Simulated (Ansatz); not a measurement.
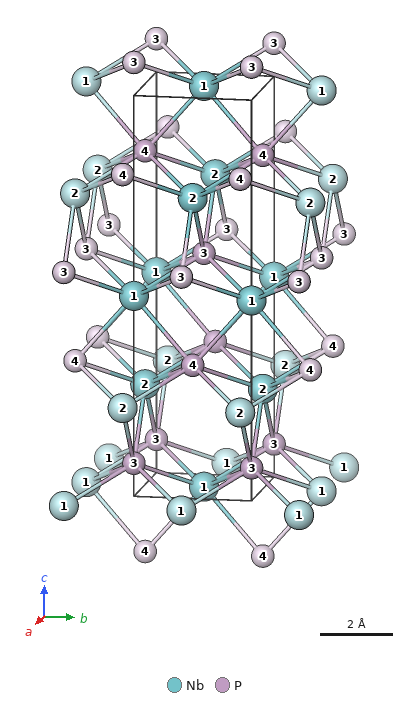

**Figure 1.** The structure as given in the input (ball-and-stick view of the cell 2 times as large as that of the calculation, set on its symmetry axes, seen slightly off an axis; neighbours outside the cell are drawn fainter; atoms are numbered from 1 in the order of the input). An atom can appear more than once, as a periodic image. Near neighbours in the periodic cell (some may lie outside the picture): Nb has 6 P at 2.56 Å; P has 6 Nb at 2.56 Å.

# Geometry relaxation, with input and output: NbP

The run: geometry relaxation of NbP (I4₁md, 4 atoms in the cell). Method and program: DFT PBE, scalar-relativistic, plane waves, PAW, no spin polarisation (Ansatz 0.2.0).

The structure derives from a Materials Project entry. It belongs to a series of runs on one base structure; here: volume × 1.020. Figures and captions count atoms from 1; the log counts them from 0 in places.

Output:
```
basis.fft_grid_basis auto: the FFT boxes are laid along the combinations [[1, 0, 1], [0, 1, 1], [0, 0, 1]] of the cell's own vectors, 3.368, 3.368 and 6.229 Å long. The dense box has 24×24×45 points. Along the cell's own vectors, as sized, it would have 45×45×45, 3.52 times as many. Of the 8 symmetry operations that the crystal satisfies within crystal.symmetry.tolerance (time reversal apart; of a slab, those that keep its plane) the dense box along the cell's own vectors carries 8, and the one as laid loses 6 of those. basis.fft_grid_basis: typed keeps the cell's own vectors: state it where this run's energies or levels are differenced outside the engine with another run's, or held beside a run that keeps those vectors.
Engine: ansatz 0.2.0, aarch64-unknown-linux-gnu
Pseudopotentials: kind: paw
Pseudopotential: Nb, paw, valence charge 13, recommended cutoff 420 eV (normal), Nb.paw.azcp
Pseudopotential: P, paw, valence charge 5, recommended cutoff 420 eV (normal), P.paw.azcp
Functional definition: PBE
  parameter kappa = 0.804
  parameter beta = 0.06672455060314922
  exchange = pbe_x(kappa = kappa, mu = beta*pi^2/3)
  correlation = pbe_c(beta = beta)
Crystal: 4 atoms, lattice volume = 65.300 Å³
Basis set: ecut = 420 eV, 1263 PW (Γ), FFT grids on a1+a3, a2+a3, a3, exchange–correlation on 48×48×90 points (8 copies of the dense FFT grid, shifted against one another)
Bands: 22, of which v1, the nominal top of the filled ones, is band 18 counted from 1 (17 counted from 0)
Symmetry: 8 space group operations
Space group: I41md (ITA 109), of the structure as read, at distance tolerance 4.0e-5 Å
k-points: 244 of 2744 (time reversal used)
Non-local potential: Nb, projectors of the file, l = 0: 3, l = 1: 2, l = 2: 2, l = 3: 1
Non-local potential: P, projectors of the file, l = 0: 2, l = 1: 2, l = 2: 2
PAW form: soft (Blöchl's): semilocal exchange-correlation on the pseudo side does not see the compensation charge
PAW one-centre angular grid: Nb, 590 points (default); XC on 64 Gauss nodes
PAW one-centre angular grid: P, 110 points (default); XC on 64 Gauss nodes
Initial density: superposition of atomic densities (neutral atoms: chi_scale 0, normalization atom), corrected by the library's trained network
Initial wavefunctions: pseudopotential atomic-orbital guess
Functional: x = pbe(κ = 0.804, μ = 0.2195149727645171), c = pbe(β = 0.06672455060314922)
SCF iter   1: F=—  HF=-10620.056009 eV  |F-HF|=—  |Δ(HF+E_count)|=         —  Δρ=7.98e-3  dr2=2.98e-2  ethr=1.77e-3  ⟨swp⟩=6.0  Hψ=27168  notcnv=0
preconditioner: auto → Kerker (q_TF=auto, 2.471 Å⁻¹)  [metal: Δε(μ)=0.003 eV  Ē_g=6.445 eV  σ=0.050 eV  W_gap=0.03  n_scr=12 (ndim 8)  ℏωp=20.6 eV  f_vac=0.000  D(μ)=0.47/eV (n_scr^D=2)]
SCF iter   2: F=—  HF=-10620.054889 eV  |F-HF|=—  |Δ(HF+E_count)|=   1.12e-3  Δρ=4.43e-3  dr2=7.90e-3  ethr=8.27e-5  ⟨swp⟩=1.6  Hψ=7571  notcnv=0
SCF iter   3: F=—  HF=-10620.055509 eV  |F-HF|=—  |Δ(HF+E_count)|=   6.20e-4  Δρ=7.30e-4  dr2=2.82e-4  ethr=2.20e-5  ⟨swp⟩=2.1  Hψ=7158  notcnv=0
SCF iter   4: F=—  HF=-10620.055513 eV  |F-HF|=—  |Δ(HF+E_count)|=   3.39e-6  Δρ=1.20e-4  dr2=8.93e-6  ethr=7.84e-7  ⟨swp⟩=2.6  Hψ=8569  notcnv=0
SCF iter   5: F=—  HF=-10620.055512 eV  |F-HF|=—  |Δ(HF+E_count)|=   7.38e-7  Δρ=2.11e-5  dr2=2.93e-7  ethr=2.48e-8  ⟨swp⟩=2.5  Hψ=8209  notcnv=0
SCF iter   6: F=-10620.055512 eV  HF=-10620.055512 eV  |F-HF|=3.70e-9  |Δ(HF+E_count)|=   3.22e-8  Δρ=5.29e-6  dr2=1.65e-8  ethr=2.78e-10  ⟨swp⟩=5.3  Hψ=22205  notcnv=0
SCF 1 converged in 6 iterations: F = -10620.055512 eV  dr2 = 1.65e-8
  greatest PAW one-centre occupation: 0.998 electrons in one spin orbital (limit 2), on the Nb atom at site 1 (counted from 0), in its partial waves of l = 0
relax step   1: F+E_penalty+E_count = -10620.05551216 eV  Δ(F+E_penalty+E_count) = +0.000e0 eV  max|allowed force component| = 6.834e-3 eV/Å  Δτ_max = 0.0000 Å  P = -3.609 GPa  Ω = 65.300 Å³  fix = [volume]  reactions: volume -3.609 GPa  (6 SCF iters, dr2 threshold 1.00e-7 eV, accepted)
Basis set: ecut = 420 eV, 1279 PW (Γ), FFT grids on a1+a3, a2+a3, a3, exchange–correlation on 48×48×90 points (8 copies of the dense FFT grid, shifted against one another)
Initial density: handed on by an earlier stage of this run
Initial wavefunctions: those handed on with the density
iter 1 solved again at ethr=8.29e-7 eV; its pass at ethr=3.10e-3 eV (dr2=2.98e-4 eV) is discarded
SCF iter   1: F=—  HF=-10620.055526 eV  |F-HF|=—  |Δ(HF+E_count)|=         —  Δρ=6.91e-4  dr2=3.52e-4  ethr=8.29e-7  ⟨swp⟩=2.8  Hψ=31685  notcnv=0
preconditioner: auto → Kerker (q_TF=auto, 2.471 Å⁻¹)  [metal: Δε(μ)=0.005 eV  Ē_g=6.413 eV  σ=0.050 eV  W_gap=0.06  n_scr=12 (ndim 8)  ℏωp=20.6 eV  f_vac=0.000  D(μ)=0.44/eV (n_scr^D=2)]
SCF iter   2: F=—  HF=-10620.055458 eV  |F-HF|=—  |Δ(HF+E_count)|=   6.82e-5  Δρ=4.04e-4  dr2=1.24e-4  ethr=8.29e-7  ⟨swp⟩=1.5  Hψ=6243  notcnv=0
SCF iter   3: F=—  HF=-10620.055420 eV  |F-HF|=—  |Δ(HF+E_count)|=   3.82e-5  Δρ=5.64e-5  dr2=2.54e-6  ethr=3.45e-7  ⟨swp⟩=2.0  Hψ=7453  notcnv=0
iter 4 did not close the SCF: its close was put off for the readings that it lacked (scf_convergence_deferred on its scf_iter line)
SCF iter   4: F=-10620.055419 eV  HF=-10620.055419 eV  |F-HF|=1.43e-8  |Δ(HF+E_count)|=   6.05e-7  Δρ=1.47e-5  dr2=1.09e-7  ethr=7.06e-9  ⟨swp⟩=2.1  Hψ=7860  notcnv=0
iter 5 did not close the SCF: its close was put off for the readings that it lacked (scf_convergence_deferred on its scf_iter line)
SCF iter   5: F=-10620.055419 eV  HF=-10620.055419 eV  |F-HF|=9.06e-10  |Δ(HF+E_count)|=   1.98e-9  Δρ=2.64e-6  dr2=4.29e-9  ethr=3.03e-10  ⟨swp⟩=2.8  Hψ=8743  notcnv=0
SCF iter   6: F=-10620.055419 eV  HF=-10620.055419 eV  |F-HF|=1.82e-11  |Δ(HF+E_count)|=  1.58e-10  Δρ=5.22e-7  dr2=1.58e-10  ethr=1.19e-11  ⟨swp⟩=1.4  Hψ=14526  notcnv=0
SCF 2 converged in 6 iterations: F = -10620.055419 eV  dr2 = 1.58e-10
relax step   2: F+E_penalty+E_count = -10620.05541937 eV  Δ(F+E_penalty+E_count) = +9.279e-5 eV  max|allowed force component| = 1.680e-2 eV/Å  Δτ_max = 0.0028 Å  P = -3.477 GPa  Ω = 65.300 Å³  energy of the carried Pulay correction = +1.235e-6 eV  fix = [volume]  (6 SCF iters, dr2 threshold 3.27e-7 eV, rejected (line search))
Basis set: ecut = 420 eV, 1271 PW (Γ), FFT grids on a1+a3, a2+a3, a3, exchange–correlation on 48×48×90 points (8 copies of the dense FFT grid, shifted against one another)
iter 1 solved again at ethr=2.36e-7 eV; its pass at ethr=3.10e-3 eV (dr2=8.50e-5 eV) is discarded
SCF iter   1: F=—  HF=-10620.055798 eV  |F-HF|=—  |Δ(HF+E_count)|=         —  Δρ=3.70e-4  dr2=9.91e-5  ethr=2.36e-7  ⟨swp⟩=3.0  Hψ=31261  notcnv=0
preconditioner: auto → Kerker (q_TF=auto, 2.471 Å⁻¹)  [metal: Δε(μ)=0.003 eV  Ē_g=6.409 eV  σ=0.050 eV  W_gap=0.03  n_scr=12 (ndim 8)  ℏωp=20.6 eV  f_vac=0.000  D(μ)=0.45/eV (n_scr^D=2)]
SCF iter   2: F=—  HF=-10620.055780 eV  |F-HF|=—  |Δ(HF+E_count)|=   1.88e-5  Δρ=2.17e-4  dr2=3.52e-5  ethr=2.36e-7  ⟨swp⟩=1.3  Hψ=5893  notcnv=0
SCF iter   3: F=—  HF=-10620.055769 eV  |F-HF|=—  |Δ(HF+E_count)|=   1.10e-5  Δρ=3.03e-5  dr2=7.31e-7  ethr=9.77e-8  ⟨swp⟩=2.1  Hψ=7438  notcnv=0
SCF iter   4: F=—  HF=-10620.055769 eV  |F-HF|=—  |Δ(HF+E_count)|=   3.22e-7  Δρ=7.89e-6  dr2=3.11e-8  ethr=2.03e-9  ⟨swp⟩=2.1  Hψ=7746  notcnv=0
SCF iter   5: F=—  HF=-10620.055769 eV  |F-HF|=—  |Δ(HF+E_count)|=  8.57e-10  Δρ=1.46e-6  dr2=1.31e-9  ethr=8.64e-11  ⟨swp⟩=2.8  Hψ=8888  notcnv=0
SCF iter   6: F=-10620.055769 eV  HF=-10620.055769 eV  |F-HF|=9.09e-12  |Δ(HF+E_count)|=  6.55e-11  Δρ=2.86e-7  dr2=4.68e-11  ethr=1.00e-12  ⟨swp⟩=4.1  Hψ=19390  notcnv=0
SCF 3 converged in 6 iterations: F = -10620.055769 eV  dr2 = 4.68e-11
relax step   3: F+E_penalty+E_count = -10620.05576895 eV  Δ(F+E_penalty+E_count) = -2.568e-4 eV  max|allowed force component| = 1.829e-3 eV/Å  Δτ_max = 0.0012 Å  P = -3.548 GPa  Ω = 65.300 Å³  energy of the carried Pulay correction = +5.717e-7 eV  fix = [volume]  reactions: volume -3.548 GPa  (6 SCF iters, accepted)
Initial wavefunctions: pseudopotential atomic-orbital guess (no wavefunctions were taken with the density)
iter 1 solved again at ethr=9.11e-9 eV; its pass at ethr=3.10e-3 eV (dr2=3.28e-6 eV) is discarded
SCF iter   1: F=—  HF=-10620.055766 eV  |F-HF|=—  |Δ(HF+E_count)|=         —  Δρ=6.97e-6  dr2=1.39e-9  ethr=9.11e-9  ⟨swp⟩=3.8  Hψ=44411  notcnv=0
preconditioner: auto → Kerker (q_TF=auto, 2.471 Å⁻¹)  [metal: Δε(μ)=0.002 eV  Ē_g=6.410 eV  σ=0.050 eV  W_gap=0.02  n_scr=12 (ndim 8)  ℏωp=20.6 eV  f_vac=0.000  D(μ)=0.45/eV (n_scr^D=2)]
SCF iter   2: F=—  HF=-10620.055767 eV  |F-HF|=—  |Δ(HF+E_count)|=   2.47e-7  Δρ=3.56e-6  dr2=3.69e-10  ethr=3.87e-12  ⟨swp⟩=3.2  Hψ=11493  notcnv=0
iter 3 did not close the SCF: its close was put off for the readings that it lacked (scf_convergence_deferred on its scf_iter line)
SCF iter   3: F=-10620.055767 eV  HF=-10620.055767 eV  |F-HF|=1.82e-12  |Δ(HF+E_count)|=   2.38e-8  Δρ=1.32e-7  dr2=4.52e-12  ethr=1.02e-12  ⟨swp⟩=2.8  Hψ=10004  notcnv=0
iter 4 did not close the SCF: its close was put off for the readings that it lacked (scf_convergence_deferred on its scf_iter line)
SCF iter   4: F=-10620.055767 eV  HF=-10620.055767 eV  |F-HF|=0.00e0  |Δ(HF+E_count)|=  1.82e-12  Δρ=5.22e-8  dr2=1.18e-12  ethr=1.00e-12  ⟨swp⟩=1.0  Hψ=5368  notcnv=0
iter 5 did not close the SCF: its close was put off for the readings that it lacked (scf_convergence_deferred on its scf_iter line)
SCF iter   5: F=-10620.055767 eV  HF=-10620.055767 eV  |F-HF|=3.64e-12  |Δ(HF+E_count)|=    0.00e0  Δρ=9.01e-9  dr2=5.38e-14  ethr=1.00e-12  ⟨swp⟩=1.0  Hψ=5368  notcnv=0
iter 6 did not close the SCF: its close was put off for the readings that it lacked (scf_convergence_deferred on its scf_iter line)
SCF iter   6: F=-10620.055767 eV  HF=-10620.055767 eV  |F-HF|=1.82e-12  |Δ(HF+E_count)|=  1.82e-12  Δρ=1.26e-9  dr2=9.07e-16  ethr=1.00e-12  ⟨swp⟩=1.0  Hψ=5368  notcnv=0
SCF iter   7: F=-10620.055767 eV  HF=-10620.055767 eV  |F-HF|=3.64e-12  |Δ(HF+E_count)|=    0.00e0  Δρ=2.80e-10  dr2=4.00e-17  ethr=1.00e-12  ⟨swp⟩=1.0  Hψ=11732  notcnv=0
SCF 4 converged in 7 iterations: F = -10620.055767 eV  dr2 = 4.00e-17
relax step   4: F+E_penalty+E_count = -10620.05576670 eV  Δ(F+E_penalty+E_count) = +2.250e-6 eV  max|allowed force component| = 1.829e-3 eV/Å  Δτ_max = 0.0000 Å  P = -3.548 GPa  Ω = 65.300 Å³  fix = [volume]  reactions: volume -3.548 GPa  stress off target by 1.01e-2 GPa on what of the cell is left free  SCF on the basis re-selected at this cell (its energy is not comparable with the rows above)  (7 SCF iters)
```

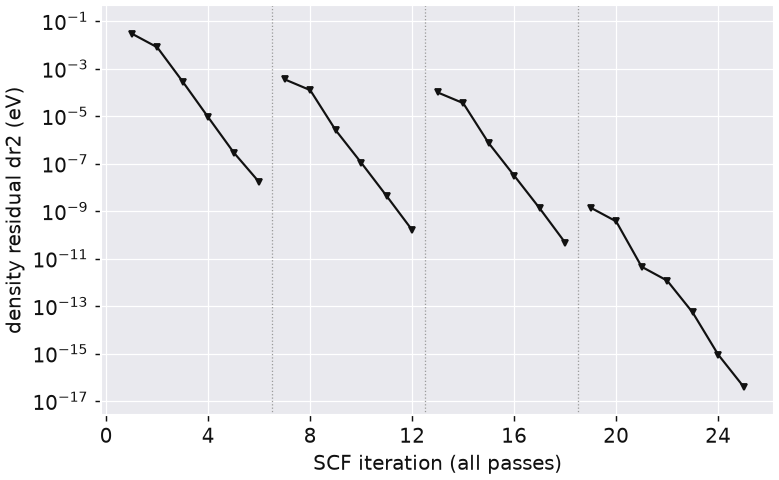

**Figure 2.** Convergence of the self-consistent field: density residual dr2 against the SCF iteration. The dotted lines part the SCF passes of the relaxation: geometry steps, rejected trials and re-solves on a re-selected basis. The passes take 6, 6, 6 and 7 iterations.

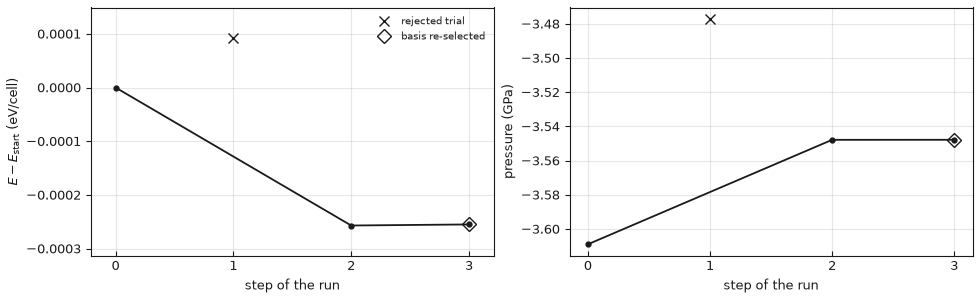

**Figure 3.** Progress of the relaxation, step by step (the first geometry is step 0 here and step 1 in the log). Over 2 geometry steps the energy falls by 0.3 meV per cell of the calculation. The largest force component goes from 0.0068 to 0.0018 eV/Å. The pressure goes from −3.61 to −3.55 GPa. The line search rejected the trial step at point 1 (counted from 0) and went back. No atom moves by more than 0.005 Å relative to the cell. The space group stays I4_1md (No. 109). A last SCF at the same geometry on a re-selected plane-wave basis shifts the energy by +0.0 meV per cell of the calculation. (Atoms are counted from 1 in the order of the input.)

```
basis re-selected at this cell: Δ(F+E_penalty+E_count) = +2.250e-6 eV, ΔP = +0.000 GPa vs the last step (what re-selecting the basis moved, of the pressure what is left beyond the Pulay correction that the steps carried, after the strain that the cell walked since its last selection, with what the two solves' SCF thresholds leave and, on support functions, any second-order correction that the steps lacked; it is no measure of the basis error at this ecutwfc). This SCF's stress stands 1.01e-2 GPa from its target on what of the cell is left free (relax.cell.stress_tol is 1.00e-1 GPa) and its largest allowed force component is 1.83e-3 eV/Å (relax.f_tol is 1.00e-2 eV/Å): within both
SCF converged after 7 iterations
Free energy (F): -10620.055767 eV
Harris-Foulkes:  -10620.055767 eV  (|F-HF|=3.64e-12)
Internal energy: -10620.055204 eV  (E = F + TS)
E sigma→0 (E₀):  -10620.055485 eV
Entropy (-TS):   -0.000563 eV (-0.141 meV/atom)
Fermi energy:    14.621507 eV
--- Per-component energies (eV) ---
  E_band       = -156.024710
  E_kinetic    = 931.397004
  E_local      = -1744.133674  (includes V_loc(G=0)·N_el)
  E_nonlocal   = 304.574690
  E_hartree    = 565.910428
  E_xc         = -476.573791
  E_vxc        = -550.910742  (∫ρ·V_xc dr)
  E_paw        = -7284.713062  (= ΣΔE_a)
  E_vpaw       = -228.772867  (= ΣTr[D̂ρ^β])
  E_aug_tail   = 0.000022  (compensation charges beyond the density's cutoff)
  E_ewald      = -2916.516821
  E_smearing   = -0.000563  (= −TS)
  E_closure    = 0.000000  (closes the sum)
  Σ components = -10620.055767   (vs F -10620.055767, Δ=0.00e0)
--- Forces (eV/Å), atoms counted from 1 ---
  atom   1  Nb    -0.00000000    -0.00000000     0.00182950
  atom   2  Nb     0.00000000     0.00000000     0.00182950
  atom   3  P     -0.00000000    -0.00000000    -0.00182949
  atom   4  P      0.00000000     0.00000000    -0.00182949
  max |Σ_I F_I| component: 2.50e-8 eV/Å
--- Stress (GPa, compression-positive) ---
       -3.552900       0.000000      -0.000000
        0.000000      -3.552900       0.000000
       -0.000000       0.000000      -3.537690
  P = ⅓ Tr σ = -3.5478 GPa (-35.478 kbar)
--- Band table (eV; the first three rows and the last of 244) ---
  k-point 0: bands = ["-40.3498", "-40.3156", "-16.6015", "-16.4193", "-16.4193", "-16.2809", "-16.2809", "-16.2415", "1.9746", "4.3202", "8.5213", "11.6410", "12.4021", "12.4021", "12.5275", "12.9356", "13.2653", "13.2653", "15.4325", "16.1745", "17.2125", "17.6861"]
  k-point 1: bands = ["-40.3478", "-40.3145", "-16.5949", "-16.4326", "-16.4293", "-16.2947", "-16.2908", "-16.2396", "2.1094", "4.3646", "8.5950", "11.4231", "12.2972", "12.3843", "12.4032", "12.7582", "13.2966", "13.4233", "15.2217", "15.8621", "17.2067", "17.3672"]
  k-point 2: bands = ["-40.3421", "-40.3114", "-16.5779", "-16.4686", "-16.4552", "-16.3288", "-16.3178", "-16.2394", "2.4889", "4.4688", "8.8479", "10.8994", "11.6831", "11.9753", "12.0653", "12.8602", "13.6305", "13.7191", "14.9502", "15.1903", "16.9553", "17.4120"]
  k-point 243: bands = ["-40.3327", "-40.3327", "-16.4267", "-16.4267", "-16.4243", "-16.4243", "-16.2733", "-16.2733", "2.9321", "2.9321", "10.6262", "10.6262", "11.9503", "11.9503", "12.0138", "12.0138", "14.0704", "14.0704", "15.7798", "15.7798", "16.8623", "16.8623"]
--- Relaxed structure (3 steps of the walk, 2 accepted, 1 SCFs on fresh bases) ---
  F+E_penalty+E_count = -10620.05576670 eV   max|allowed force component| = 1.829e-3 eV/Å   (the final SCF, on the basis selected at the relaxed cell)
  cell:  # Å, volume = 65.2997 Å³
    - [-1.6823910757101437, 1.6823910757101437, 5.767627876689105]
    - [1.6823910757101437, -1.6823910757101437, 5.767627876689105]
    - [1.6823910757101437, 1.6823910757101437, -5.767627876689105]
  atoms:
    - { symbol: Nb, position: [0.49990513501145045, 0.49990513501145045, 4.906245208635497e-19] }
    - { symbol: Nb, position: [0.24990513501145045, 0.7499051350114505, 0.5000000000000001] }
    - { symbol: P, position: [0.08272343498854955, 0.08272343498854955, 1.61927001689197e-19] }
    - { symbol: P, position: [0.8327234349885497, 0.3327234349885495, 0.5000000000000001] }
```

Trajectory as extended XYZ (Å, eV, eV/Å), 4 frames, from step=1 to step=4:
```
4
Lattice="-1.6842 1.6842 5.7553 1.6842 -1.6842 5.7553 1.6842 1.6842 -5.7553" Properties=species:S:1:pos:R:3:forces:R:3 step=1 energy=-10620.05551 pressure_GPa=-3.61
Nb    0.0000    0.0000    5.7554    0.0000   0.0000  -0.0068
Nb    1.6842    0.0000    2.8777    0.0000   0.0000  -0.0068
P     0.0000    0.0000    0.9510    0.0000   0.0000   0.0068
P     0.0000    1.6842    3.8286    0.0000   0.0000   0.0068
4
Lattice="-1.6803 1.6803 5.7820 1.6803 -1.6803 5.7820 1.6803 1.6803 -5.7820" Properties=species:S:1:pos:R:3:forces:R:3 step=2 energy=-10620.05542 pressure_GPa=-3.48 accepted=F
Nb    0.0000    0.0000    5.7792    0.0000   0.0000   0.0168
Nb    1.6803    0.0000    2.8883    0.0000   0.0000   0.0168
P     0.0000    0.0000    0.9582    0.0000   0.0000  -0.0168
P     0.0000    1.6803    3.8492    0.0000   0.0000  -0.0168
4
Lattice="-1.6824 1.6824 5.7676 1.6824 -1.6824 5.7676 1.6824 1.6824 -5.7676" Properties=species:S:1:pos:R:3:forces:R:3 step=3 energy=-10620.05577 pressure_GPa=-3.55
Nb    0.0000    0.0000    5.7665    0.0000   0.0000   0.0018
Nb    1.6824    0.0000    2.8827    0.0000   0.0000   0.0018
P     0.0000    0.0000    0.9542    0.0000   0.0000  -0.0018
P     0.0000    1.6824    3.8380    0.0000   0.0000  -0.0018
4
Lattice="-1.6824 1.6824 5.7676 1.6824 -1.6824 5.7676 1.6824 1.6824 -5.7676" Properties=species:S:1:pos:R:3:forces:R:3 step=4 energy=-10620.05577 pressure_GPa=-3.55
Nb    0.0000    0.0000    5.7665    0.0000   0.0000   0.0018
Nb    1.6824    0.0000    2.8827    0.0000   0.0000   0.0018
P     0.0000    0.0000    0.9542    0.0000   0.0000  -0.0018
P     0.0000    1.6824    3.8380    0.0000   0.0000  -0.0018
```

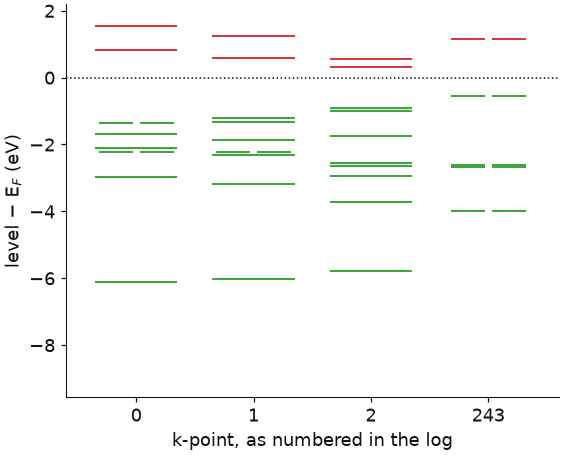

**Figure 4.** Kohn–Sham levels near the Fermi level (dotted) at the few k-points that the log prints; levels within 0.02 eV of each other stand side by side. The system is metallic on the full mesh.

The run was set up as follows.

Input file:
```yaml
crystal:
  lattice:
    - [-1.6841952046, 1.6841952046, 5.755277799]
    - [1.6841952046, -1.6841952046, 5.755277799]
    - [1.6841952046, 1.6841952046, -5.755277799]
  atoms:
    - { symbol: Nb, position: [0.5000094769, 0.5000094769, 0.0] }
    - { symbol: Nb, position: [0.2500094769, 0.7500094769, 0.5] }
    - { symbol: P, position: [0.0826190931, 0.0826190931, 0.0] }
    - { symbol: P, position: [0.8326190931, 0.3326190931, 0.5] }
basis:
  ecutwfc: 420
  ecutrho_ratio: 4
kpoints:
  mp_grid: { grid: [14, 14, 14] }
hamiltonian:
  xc: pbe
scf:
  occupations: { method: gaussian, width: 0.05 }
output:
  forces: true
  stress: true
  eigenvalues: true
relax:
  f_tol: 0.01
  max_steps: 40
  cell: { stress_tol: 0.1, fix: [volume] }
```

Command:
```bash
ansatz run input.yaml --threads 4 --pin off --max-ram 7168MiB --backend cpu --events-out ev --progress --plain --runs-dir out
```

Summary:

```tsv
quantity	value
outcome	converged
space group (tolerance 0.01 Å)	I4₁md (109)
electrons treated	36
free energy	−10620.0558 eV
Fermi energy	14.622 eV
gap on the k-point mesh	none (metallic)
pressure	−3.55 GPa
final volume	65.30 Å³
largest force (length of the vector) at the end	0.002 eV/Å
final cell	a = 6.239 Å, b = 6.239 Å, c = 6.239 Å, α = 148.71°, β = 148.71°, γ = 44.83°
hardware	4 threads of Arm Neoverse V1, 24 GiB of memory available, shared host
wall time	47 s (CPU time 3.1 min)
peak memory	0.67 GiB
```
